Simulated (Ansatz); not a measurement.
## Electronic structure of PtSe2 in real space

```
Pt Se
1.0
     5.65755    3.26639    0.00000
    -1.88585    3.26639    0.00000
     0.00000    0.00000    4.82183
Pt Se
2 4
Direct
  0.49912 0.50000 0.99661
  0.99912 0.00000 0.99661
  0.16579 0.50000 0.26215
  0.66579 0.00000 0.26215
  0.33754 0.99755 0.74125
  0.83754 0.49755 0.74125
```

Space group P1; changed on purpose from its base cell (atom 3 moved 0.06 A); not relaxed (largest force 0.6 eV/Å).

Computed with DFT PBE+D3(BJ), scalar-relativistic, plane waves, PAW (Ansatz 0.2.0).

The density is the valence pseudo-density of a PAW calculation; it isn't the true density close to the nuclei.

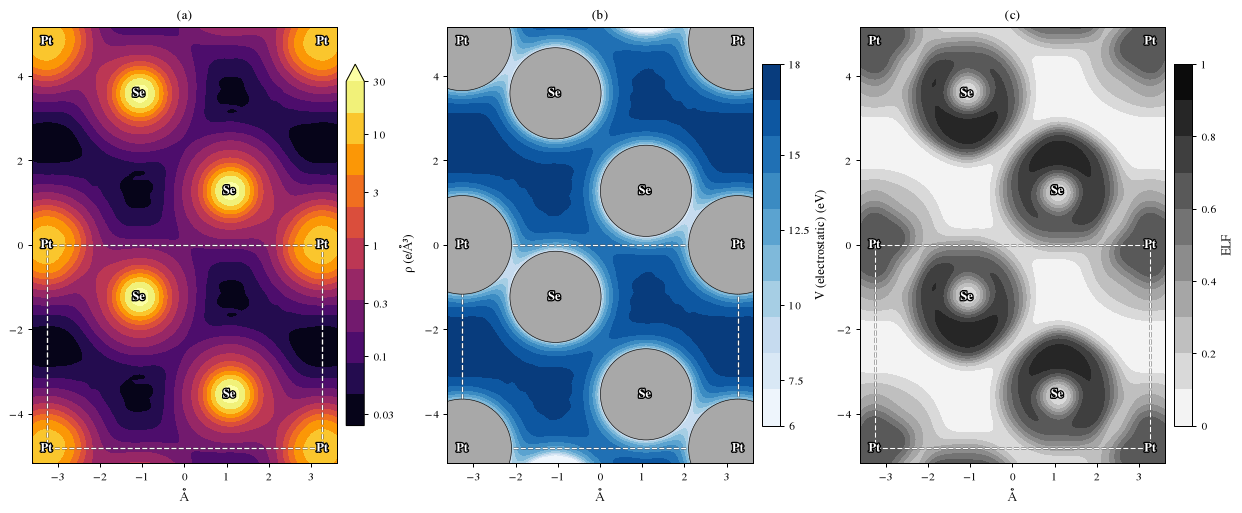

Figure 1. (a) valence charge density (pseudo); (b) electrostatic potential energy of an electron; (c) electron localisation function on the (010) plane of the standardised cell. Grey discs cover the atomic cores in the potential map.

Read the bonding off the picture.

Answer.
- Atoms in the plane: Pt and Se.
- Pt–Se (2.53 Å): the density is about 0.56 e/Å³ at the midpoint; the ELF is about 0.50 at the midpoint.
- Between the atoms the lowest density in this plane is 0.02 e/Å³.
- The features right at Pt lie inside the PAW spheres, where the map follows smoothed inner orbitals and isn't to be read closely.
- Outside the cores the potential energy rises away from the atoms and is highest about 2.4 Å from the nearest atoms; its zero is arbitrary.

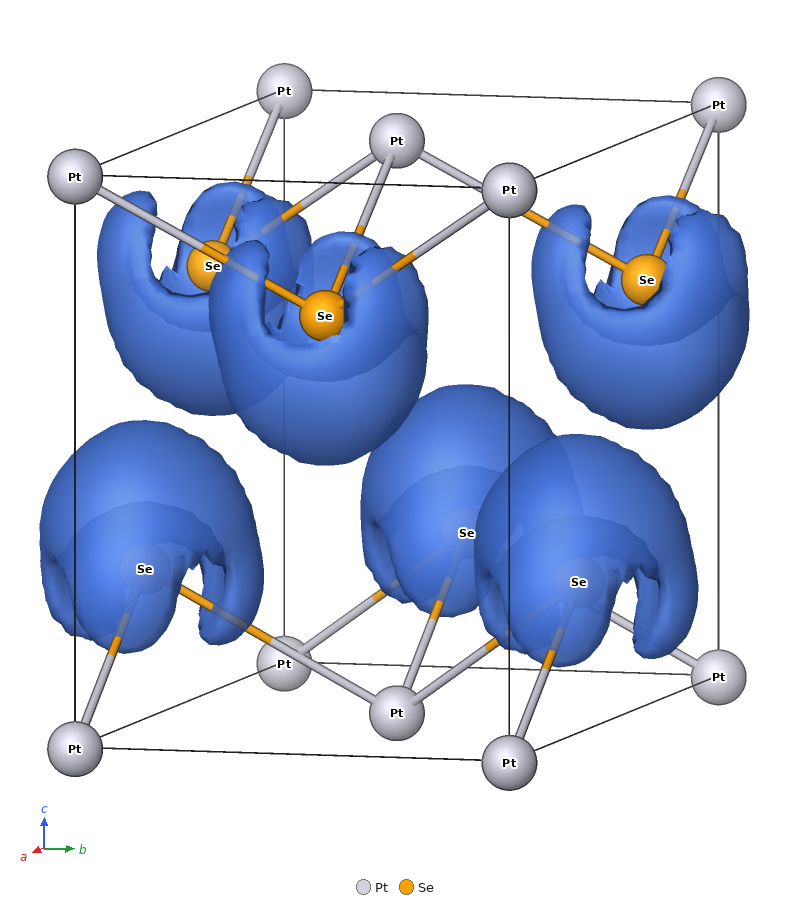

Figure 2. Isosurface of the electron localisation function at 0.75 (blue), seen slightly off an axis. Only the valence region is drawn (cores and ρ < 0.01 e/Å³ removed). Sticks mark near contacts.

What do the ELF domains correspond to?

Answer. The surface consists of four regions wrapped around Se (the valence shell of each), counted in one cell of 6 atoms. Regions shared between cells count once. Along the contacts the grid gives the following. Pt–Se (2.48 Å): the ELF is about 0.50 at the midpoint.

Does the calculation give a band gap?

Answer. It is metallic or semimetallic at this level of theory: no gap opens; semilocal functionals without U, or without the true magnetic order, often close the gap of such compounds.
